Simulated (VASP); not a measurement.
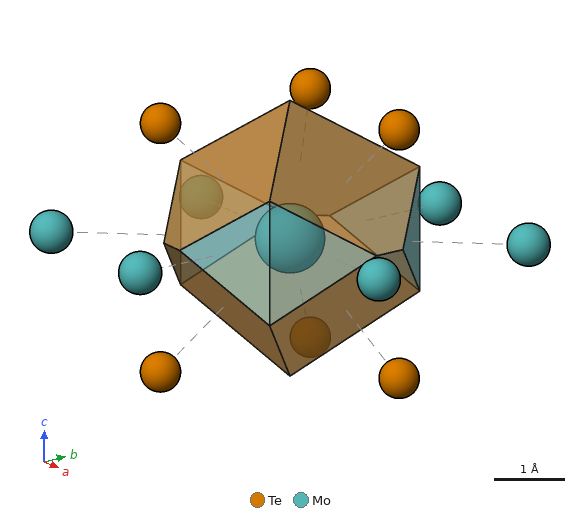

Voronoi cell (the region closer to this atom than to any other), computed from the atomic positions without radii. Central atom: Mo (2c) in Te₂Mo; faces take the colour of the neighbour behind them. Source: the end point of a relaxation with VASP Kohn-Sham DFT of a periodic cell, PBEsol with D4, VASP PAW PBE potentials, recommended in VASP 6.6.1.

Te2Mo, space group P6_3/mmc (No. 194), a = 3.460 Å, b = 3.460 Å, c = 13.541 Å, α = 90.00°, β = 90.00°, γ = 120.00°

| site | Wyckoff | x | y | z |
| --- | --- | --- | --- | --- |
| Te | 4f | 0.6667 | 0.3333 | 0.3839 |
| Mo | 2c | 0.6667 | 0.3333 | 0.7500 |

Give the Voronoi index ⟨n3,n4,n5,n6,…⟩ (numbers of faces with 3, 4, 5, 6 … edges).

12 faces, index ⟨6,0,6,0⟩.

What is the volume of this Voronoi cell?

18.8 Å³, against a mean of 23.4 Å³ per atom in this structure.
